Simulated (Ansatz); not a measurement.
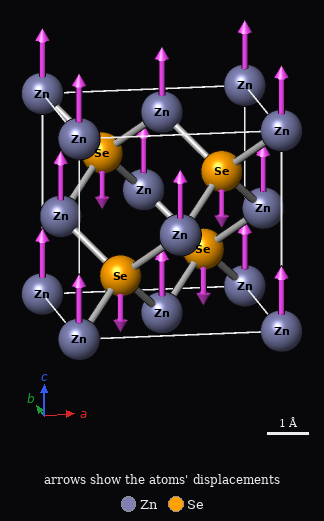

One vibrational mode of crystalline ZnSe relaxed at 40 GPa at the zone centre. The pink arrows are the displacements of the atoms (eigenvector over the root of the mass), of arbitrary overall length and sign. Style: ball-and-stick. Shown: the conventional cell (4 times the calculation's cell), slightly off an axis. Lengths and directions refer to the drawn axes.

These are results of Ansatz 0.2.0, DFT PBE, scalar-relativistic, plane waves, PAW, not measurements. Set-up: plane-wave cutoff 420 eV; k-point mesh 10 × 10 × 10; occupations fixed; target pressure 40 GPa; no spin polarisation.

Frequencies are those without the non-analytic (LO–TO) term.

Question: What mode is this, and where does it lie in the spectrum?

Answer: This is the T₂ mode (triply degenerate; one member of the set is drawn) at 9.8 THz, the only optical level, infrared- and Raman-active by symmetry. The Zn sublattice moves against the Se sublattice, along c; the kinetic energy is shared as Zn 55 %, Se 45 %. Its infrared intensity is 4.8 (D/Å)²/amu for the set. The value is the transverse one; the longitudinal partner lies at 348 cm⁻¹.
